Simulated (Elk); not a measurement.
## How HfO2 absorbs and reflects light

Aim: the dielectric function of HfO2, and the optical constants that follow from it.

Main program and level: Elk 11.2.3 (patched build); DFT, PBE, all-electron APW+lo, Dirac cores, scalar-relativistic bands, independent-particle optical response without local fields.

## Step 1: The structure

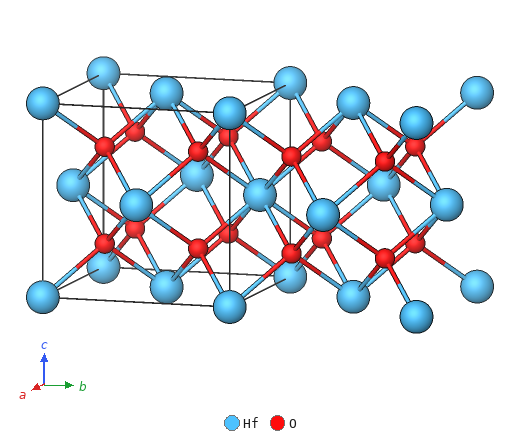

The cell as given, slightly off an axis (hafnium blue, oxygen red). 1×2×1 cells are drawn. This picture shows the conventional cell, with its axes. Some periodic images of atoms are drawn too.

## Step 2: Ground state

The self-consistent density comes first; it also tells whether there is a gap, which decides the occupations and the need for a Drude term.

This step: DFT, PBE, all-electron APW+lo, Dirac cores, scalar-relativistic bands, ground state (Elk 11.2.3 (patched build)).

Contents of elk.in:

```
tasks
  0
  120

xctype
  20

nempty
  10

lorbcnd
  .true.

rgkmax
  7.0

swidth
  0.0018375

maxscl
  100

epsengy
  1e-05

sppath
  './'

avec
  0.000000000000 4.832974563730 4.832974563730
  4.832974563730 0.000000000000 4.832974563730
  4.832974563730 4.832974563730 0.000000000000

atoms
  2
  'Hf.in'
  1
  0.000000000000 0.000000000000 0.000000000000   0.000 0.000 0.000
  'O.in'
  2
  0.750000000000 0.750000000000 0.750000000000   0.000 0.000 0.000
  0.250000000000 0.250000000000 0.250000000000   0.000 0.000 0.000

ngridk
  10 10 10
```

Run with:

```
$ OMP_NUM_THREADS=4 elk
```

Numbers of over 12 decimals in the logs are rounded to 6 here.

The log of the run:

```text
┌─────────────────────────┐
│ Elk code version 11.2.3 │
└─────────────────────────┘

All units are atomic (Hartree, Bohr, etc.)

┌─────────────────────────────────────────────────┐
│ Ground-state run starting from atomic densities │
└─────────────────────────────────────────────────┘

Lattice vectors :
   0.000000000       4.832974564       4.832974564
   4.832974564       0.000000000       4.832974564
   4.832974564       4.832974564       0.000000000

Reciprocal lattice vectors :
 -0.6500329377      0.6500329377      0.6500329377
  0.6500329377     -0.6500329377      0.6500329377
  0.6500329377      0.6500329377     -0.6500329377

Unit cell volume      :    225.7737903
Brillouin zone volume :    1.098667003

Muffin-tin inner radius fraction :   0.1000000000E-01

Nuclei treated as point charges

Species : 1 (Hf)
 parameters loaded from : Hf.in
 name : hafnium
 nuclear charge    :   -72.00000000
 electronic charge :    72.00000000
 atomic mass :    325367.3659
 muffin-tin radius :    2.517247934
 number of radial points in muffin-tin :   1393
 inner part over the whole radius :   0.9895684307E-02
 number on inner part of muffin-tin    :    996
 approximate nuclear radius :   0.1000320365E-03
 number of mesh points to nuclear radius :    521
 atomic positions (lattice), magnetic fields (Cartesian) :
  1 :   0.00000000  0.00000000  0.00000000    0.00000000  0.00000000  0.00000000

Species : 2 (O)
 parameters loaded from : O.in
 name : oxygen
 nuclear charge    :   -8.000000000
 electronic charge :    8.000000000
 atomic mass :    29165.12205
 muffin-tin radius :    1.618230814
 number of radial points in muffin-tin :    593
 inner part over the whole radius :   0.9798373161E-02
 number on inner part of muffin-tin    :    406
 approximate nuclear radius :   0.5115538663E-04
 number of mesh points to nuclear radius :    174
 atomic positions (lattice), magnetic fields (Cartesian) :
  1 :  -0.25000000 -0.25000000 -0.25000000    0.00000000  0.00000000  0.00000000
  2 :   0.25000000  0.25000000  0.25000000    0.00000000  0.00000000  0.00000000

Total number of atoms per unit cell :    3
Total muffin-tin volume :    102.3148164
 ratio of muffin-tin to unit cell volume :   0.4531740213

Spin treatment :
 spin-unpolarised

Number of Bravais lattice symmetries :   48
Number of crystal symmetries         :   48
Crystal has inversion symmetry
Real symmetric eigensolver will be used

k-point grid :     10    10    10
k-point offset :    0.000000000       0.000000000       0.000000000
k-point set is reduced with full crystal symmetry group
Total number of k-points :       47

Muffin-tin radius times maximum |G+k| :    7.000000000
 using average radius
Maximum |G+k| for APW functions       :    3.649819264
Maximum (1/2)|G+k|²                   :    6.660590330
Maximum |G| for potential and density :    12.00000000
Constant for pseudocharge density :    8
 order of it for each species :   15  15
 order of it for pair densities of each species (exact exchange by exxq0 0: 15) :   15   5
Radial integration step length :    1

G-vector grid sizes :     27    27    27
Number of G-vectors :     6615

Maximum angular momentum used for
 APW functions            :    8
 outer part of muffin-tin :    6
 inner part of muffin-tin :    2

Total nuclear charge    :   -88.00000000
Total core charge       :    50.00000000
Total valence charge    :    38.00000000
Total excess charge     :    0.000000000
Total electronic charge :    88.00000000

Effective Wigner radius, rₛ :   0.8492471162

Number of empty states         :     30
Total number of valence states :     50
Total number of core states    :     50

Conduction state local-orbitals added automatically
Third-order local-orbitals added for an l without core states : F
Total number of local-orbitals :    184

Exchange-correlation functional :     20     0     0
 Perdew-Burke-Ernzerhof, Phys. Rev. Lett. 77, 3865 (1996)
 gradient requirement :    1
 generalised gradient approximation (GGA)

Smearing type :    3
 Fermi-Dirac
Smearing width :   0.1837500000E-02
Effective electronic temperature (K) :    580.2366081

Mixing type :    3
 Broyden mixing, J. Phys. A: Math. Gen. 17, L317 (1984)

Kohn-Sham potential initialised from atomic data

┌──────────────────────────────┐
│ Self-consistent loop started │
└──────────────────────────────┘

┌─────────────────┐
│ Loop number : 1 │
└─────────────────┘

Energies :
 Fermi                       :     0.62373316802398E-01
 sum of occupied eigenvalues :     -9314.6287603652
 electron kinetic            :      17037.841489926
 core electron kinetic       :      16466.764625720
 Coulomb                     :     -31959.377202901
 Coulomb potential           :     -25929.873563903
 nuclear-nuclear             :     -1362.6147652739
 electron-nuclear            :     -35288.676336864
 Hartree                     :      4691.9138992371
 Madelung                    :     -18994.440420950
 xc potential                :     -422.59668638860
 exchange                    :     -322.55567478931
 correlation                 :     -4.871704
 electron entropic           :    -0.39697754281185E-11
 total energy                :     -15248.963091314

Density of states at Fermi energy :   0.5440032398E-07
 (states/Hartree/unit cell)

Estimated indirect band gap :   0.2591109387
 from k-point 31 to k-point 31
Estimated direct band gap   :   0.2591109387
 at k-point 31

Charges :
 core                        :    50.00000000
 valence                     :    38.00000000
 interstitial                :    3.349369767
 muffin-tins (core leakage)
  species : 1 (Hf)
   atom 1                    :    69.01410985     (  0.2765574628E-05)
  species : 2 (O)
   atom 1                    :    7.818260190     ( -0.1858942755E-06)
   atom 2                    :    7.818260190     ( -0.1858942755E-06)
 total in muffin-tins        :    84.65063023
 total calculated charge     :    87.99915950
 total charge                :    88.00000000
 error                       :   0.8405019209E-03

┌─────────────────┐
│ Loop number : 2 │
└─────────────────┘

Energies :
 Fermi                       :     0.66564966867506E-01
 sum of occupied eigenvalues :     -9314.6701058895
 electron kinetic            :      17037.675403659
 core electron kinetic       :      16466.571638918
 Coulomb                     :     -31959.503944242
 Coulomb potential           :     -25929.598526848
 nuclear-nuclear             :     -1362.6147652739
 electron-nuclear            :     -35289.200623095
 Hartree                     :      4692.3114441267
 Madelung                    :     -18994.704680818
 xc potential                :     -422.74698270081
 exchange                    :     -322.54949655605
 correlation                 :     -4.872132
 electron entropic           :    -0.39661990782741E-11
 total energy                :     -15249.250168731

Density of states at Fermi energy :   0.5439705481E-07
 (states/Hartree/unit cell)

Estimated indirect band gap :   0.2561947886
 from k-point 31 to k-point 31
Estimated direct band gap   :   0.2561947886
 at k-point 31

Charges :
 core                        :    50.00000000
 valence                     :    38.00000000
 interstitial                :    3.361563105
 muffin-tins (core leakage)
  species : 1 (Hf)
   atom 1                    :    69.02633315     (  0.2759025698E-05)
  species : 2 (O)
   atom 1                    :    7.806051870     ( -0.1857449039E-06)
   atom 2                    :    7.806051870     ( -0.1857449039E-06)
 total in muffin-tins        :    84.63843689
 total calculated charge     :    87.99916400
 total charge                :    88.00000000
 error                       :   0.8359974114E-03

RMS change in Kohn-Sham potential (target) :    1.260056937     (  0.1000000000E-05)
Absolute change in total energy (target)   :   0.2870774162     (  0.1000000000E-04)

[... 16 loops left out ...]

┌──────────────────┐
│ Loop number : 19 │
└──────────────────┘

Energies :
 Fermi                       :     0.328626
 sum of occupied eigenvalues :     -9306.3243161467
 electron kinetic            :      17039.405562970
 core electron kinetic       :      16466.245395922
 Coulomb                     :     -31960.872711513
 Coulomb potential           :     -25918.175010059
 nuclear-nuclear             :     -1362.6147652739
 electron-nuclear            :     -35303.299497557
 Hartree                     :      4705.0415513183
 Madelung                    :     -19001.785206483
 xc potential                :     -427.55486905680
 exchange                    :     -322.21221182849
 correlation                 :     -4.890378
 electron entropic           :    -0.38440100098470E-11
 total energy                :     -15248.569738485

Density of states at Fermi energy :   0.5439620621E-07
 (states/Hartree/unit cell)

Estimated indirect band gap :   0.1378384153
 from k-point 31 to k-point 31
Estimated direct band gap   :   0.1378384153
 at k-point 31

Charges :
 core                        :    50.00000000
 valence                     :    38.00000000
 interstitial                :    3.770594252
 muffin-tins (core leakage)
  species : 1 (Hf)
   atom 1                    :    69.63495269     (  0.2578354668E-05)
  species : 2 (O)
   atom 1                    :    7.297226529     ( -0.1823540221E-06)
   atom 2                    :    7.297226529     ( -0.1823540221E-06)
 total in muffin-tins        :    84.22940575
 total calculated charge     :    87.99934011
 total charge                :    88.00000000
 error                       :   0.6598906511E-03

RMS change in Kohn-Sham potential (target) :   0.4381121332E-08 (  0.1000000000E-05)
Absolute change in total energy (target)   :   0.2749697160E-05 (  0.1000000000E-04)

Convergence targets achieved

┌──────────────────┐
│ Loop number : 20 │
└──────────────────┘

Energies :
 Fermi                       :     0.328626
 sum of occupied eigenvalues :     -9306.3243160383
 electron kinetic            :      17039.405563029
 core electron kinetic       :      16466.245395926
 Coulomb                     :     -31960.872711469
 Coulomb potential           :     -25918.175010009
 nuclear-nuclear             :     -1362.6147652739
 electron-nuclear            :     -35303.299497513
 Hartree                     :      4705.0415513178
 Madelung                    :     -19001.785206465
 xc potential                :     -427.55486905787
 exchange                    :     -322.21221182936
 correlation                 :     -4.890378
 electron entropic           :    -0.38440100098470E-11
 total energy                :     -15248.569738383

Density of states at Fermi energy :   0.5439620622E-07
 (states/Hartree/unit cell)

Estimated indirect band gap :   0.1378384154
 from k-point 31 to k-point 31
Estimated direct band gap   :   0.1378384154
 at k-point 31

Charges :
 core                        :    50.00000000
 valence                     :    38.00000000
 interstitial                :    3.770594248
 muffin-tins (core leakage)
  species : 1 (Hf)
   atom 1                    :    69.63495269     (  0.2578354703E-05)
  species : 2 (O)
   atom 1                    :    7.297226531     ( -0.1823539439E-06)
   atom 2                    :    7.297226531     ( -0.1823539439E-06)
 total in muffin-tins        :    84.22940575
 total calculated charge     :    87.99934011
 total charge                :    88.00000000
 error                       :   0.6598906573E-03

┌──────────────────────────────┐
│ Self-consistent loop stopped │
└──────────────────────────────┘

Wrote STATE.OUT
```

Elapsed: 20 s, on 4 threads of Arm Neoverse V1, shared host; peak memory 0.12 GiB; 65 s of CPU time.

Read-outs, printed or worked out from the files:

| Property | Result |
| --- | --- |
| total energy | -15249 Ha |
| Fermi energy | 8.942 eV |
| DOS at the Fermi level | 2.00e-9 states/eV/cell |
| gap on the k-mesh | 3.751 eV |
| direct gap on the mesh | 3.751 eV |

There is a gap, 3.75 eV on this mesh (points off the mesh can give less), so no carriers' term is needed.

## Step 3: Independent particles

With the density converged, the vertical transitions are summed over the zone.

This step: DFT, PBE, all-electron APW+lo, Dirac cores, scalar-relativistic bands, independent-particle optical response without local fields (Elk 11.2.3 (patched build)).

elk.in, as its differences from that of step 2:

```diff
@@ -1,4 +1,6 @@
 tasks
-  0
-  120
+  121
+
+optcomp
+  1 1
 
@@ -17,9 +19,7 @@
 swidth
-  0.0018375
+  0.0055124
 
-maxscl
-  100
-
-epsengy
-  1e-05
+wplot
+  400 100 0
+  0.0 0.51449
```

Run with:

```
$ OMP_NUM_THREADS=4 elk
```

The log of the run:

```text
┌─────────────────────────────────┐
│ Elk code version 11.2.3 started │
└─────────────────────────────────┘

Info(readinput): the functional depends on the density's gradient
 muffin-tin radial points multiplied by    2.00000
 (not where nrmtscf is given)

┌────────────────────┐
│ Current task : 121 │
└────────────────────┘
Info(checkmt): changed muffin-tin radius of species 1 (Hf) from   2.8000 to   2.5172
Info(checkmt): changed muffin-tin radius of species 2 (O) from   1.8000 to   1.6182

Info(dielectric):
 dielectric tensor written to EPSILON_ij.OUT
 optical conductivity written to SIGMA_ij.OUT
 for components
  i = 1, j = 1

┌──────────────────┐
│ Elk code stopped │
└──────────────────┘
```

Run time: 2.6 s. Hardware: 4 threads; peak memory 0.03 GiB.

Numbers from this step:

```
electronic dielectric constant ε∞, mean over x, y and z (by symmetry where fewer were run) : 5.333
main peak of Im epsilon, first axis                                                        : 8.463 eV
```

The Im ε, E ∥ x has structure finer than the step of the table below, so its rows give means over 1 eV, whole bins alone (the curve runs from 0 to 14.0 eV). Peaks (eV: height): 7.8: 9.80, 8.5: 9.90.

Values under the direct gap are tails of Lorentzian lines. The Im ε, E ∥ x by photon energy; means over each step:

```tsv
photon energy (eV)	Im ε, E ∥ x
1	0.0215
2	0.0504
3	0.107
4	0.417
5	3.00
6	3.91
7	6.03
8	8.69
9	8.69
10	4.92
11	3.75
12	2.67
13	1.38
```

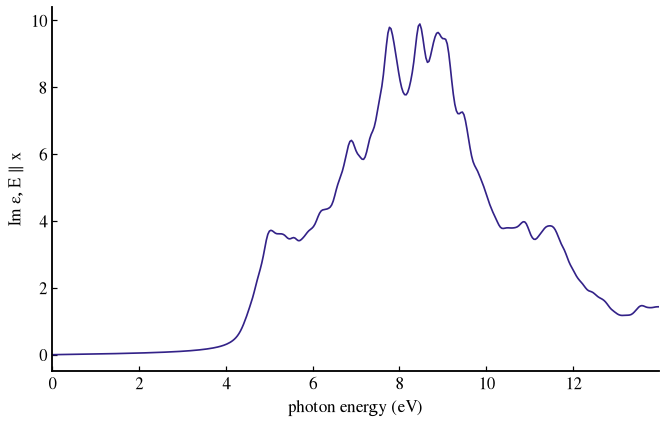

Im ε, E ∥ x, plotted against photon energy.

Table of Re ε, E ∥ x by photon energy:

```tsv
photon energy (eV)	Re ε, E ∥ x
0	5.33
1	5.40
2	5.63
3	6.11
4	7.24
5	8.11
6	7.41
7	6.39
8	3.45
9	0.228
10	-1.88
11	-1.04
12	-1.63
13	-0.621
```

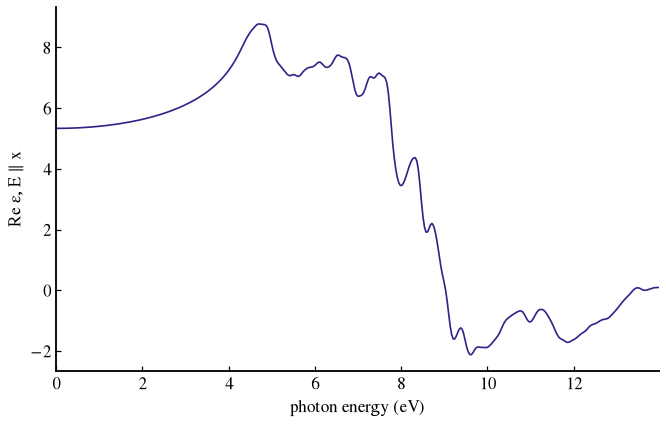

Re ε, E ∥ x, plotted against photon energy.

The loss function −Im 1/ε at q → 0, E ∥ x has structure finer than the step of the table below, so its rows give means over 1 eV, whole bins alone (the curve runs from 0 to 14.0 eV). Peaks (eV: height): 13.3: 0.833.

Values under the direct gap are tails of Lorentzian lines. The loss function −Im 1/ε at q → 0, E ∥ x by energy loss; means over each step:

```tsv
energy loss (eV)	loss function −Im 1/ε at q → 0, E ∥ x
1	7.3e-4
2	0.00158
3	0.00280
4	0.00709
5	0.0415
6	0.0563
7	0.0696
8	0.0889
9	0.113
10	0.189
11	0.255
12	0.295
13	0.631
```

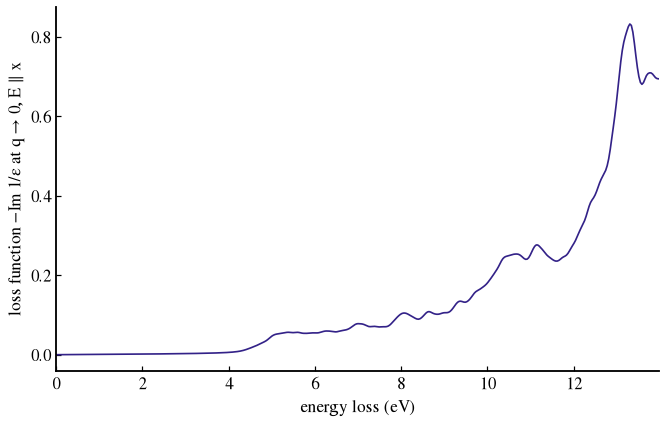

Loss function −Im 1/ε at q → 0, E ∥ x against energy loss.

The reflectivity at normal incidence, E ∥ x by photon energy; read off at these points:

```tsv
photon energy (eV)	reflectivity at normal incidence, E ∥ x (%)
0.00	15.7
0.50	15.7
1.00	15.9
1.50	16.1
2.00	16.6
2.50	17.2
3.00	18.0
3.50	19.2
4.00	21.0
4.50	24.2
5.00	25.9
5.50	23.8
6.00	24.9
6.50	26.9
7.00	28.1
7.50	31.2
7.80	35.9
8.00	33.4
8.50	37.7
9.00	40.8
9.17	43.7
9.50	42.8
9.59	43.6
10.00	41.2
10.50	33.3
11.00	34.2
11.50	35.0
11.90	41.4
12.00	41.4
12.50	37.2
13.00	31.7
13.50	16.6
```

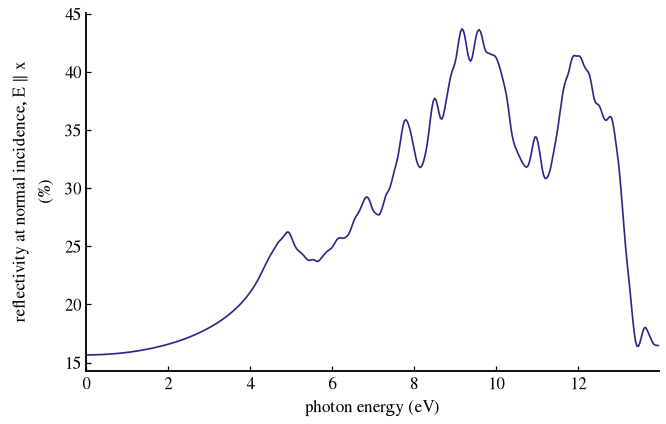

Reflectivity at normal incidence, E ∥ x against photon energy.

Refractive index n and extinction k against photon energy:

```tsv
photon energy (eV)	n	k
0	2.31	0
1	2.32	0.00456
2	2.37	0.0104
3	2.47	0.0208
4	2.69	0.0566
5	2.92	0.631
6	2.81	0.678
7	2.76	1.11
8	2.50	1.67
9	2.20	2.15
10	1.28	1.87
11	1.18	1.56
12	0.831	1.52
13	0.617	1.00
```

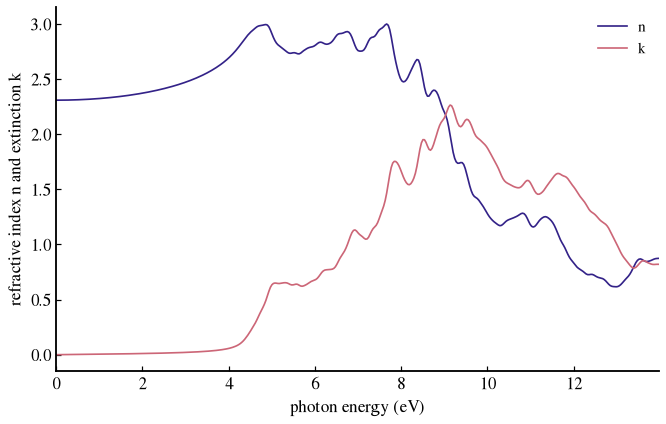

Refractive index n and extinction k, plotted against photon energy.

At chosen wavelengths:

```tsv
wavelength (nm)	n	k	R (%)	1/α
1550	2.32	0.004	15.8	34 µm
1064	2.33	0.005	15.9	16 µm
800	2.35	0.008	16.2	8.5 µm
633	2.37	0.010	16.5	5.0 µm
532	2.40	0.013	16.9	3.2 µm
450	2.44	0.017	17.5	2.1 µm
248	2.92	0.631	25.9	31 nm
```

Below the direct gap, k and the depth come from the tails of the Lorentzian lines, not from transitions.

Rows near the edge hang on the gap, which this functional as a rule makes too small, and phonon-assisted absorption is left out.

## Step 4: Results

```
electronic dielectric constant ε∞, mean over x, y and z (by symmetry where fewer were run) (independent particles) : 5.33
main peak of Im epsilon, first axis                                                                                : 8.46 eV
```

In words: At this level (PBE, independent particles) HfO2 has ε∞ = 5.33 and n = 2.32 at 1550 nm, and Im ε peaks at 8.5 eV. On the mesh the gap is 3.75 eV and the least direct gap 3.75 eV. Distinct maxima of Im ε, read by a parabola through the highest points, lie at 6.89 eV (6.4), 7.78 eV (9.8), 8.46 eV (9.9) and 8.88 eV (9.6). Excitons and phonon-assisted transitions are missing, and so are local fields; PBE gaps are as a rule too small, which pulls the onset down and ε∞ up. Spin-orbit coupling is left out although heavy atoms are present. The sum runs over mesh points, so small or evenly spaced maxima can still be ripples of the mesh.

[Machine, clock and banner lines and Python warnings are left out of the logs.]

[Logs are printed without paths, hosts, clocks, repeated set-up lines and the standing remarks that a program may print on its own settings, such as how far it seeks lower states.]

[Hosts, paths, dates, database ids (printed as entryN), source tags and the programs' standing remarks are cut or masked in the printed files.]
